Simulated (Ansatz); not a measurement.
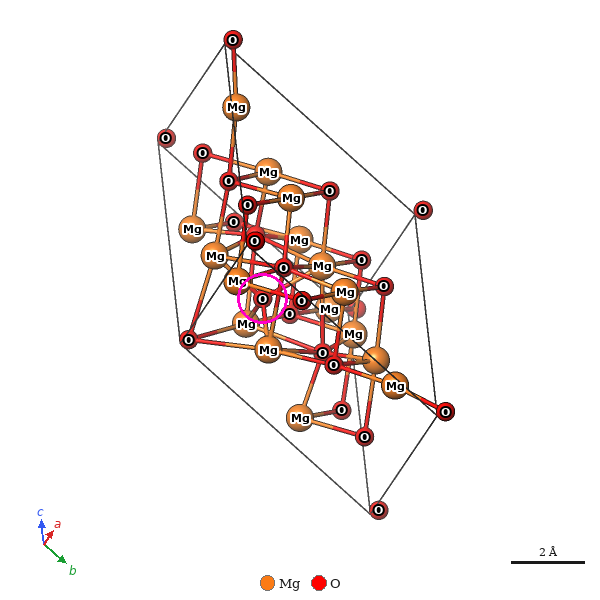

Crystal structure, ball-and-stick style, seen from a general direction. The supercell is drawn as a box. The host is MgO, in a cell of 32 sites, and the cell carries a charge of -2. A ring marks the defect's site.

Describe the defect.

Answer. An interstitial oxygen atom. It is bonded to four Mg in a tetrahedral arrangement at about 1.9 Å.

The atoms were relaxed in the host's cell with DFT PBE, scalar-relativistic, plane waves, PAW (Ansatz).
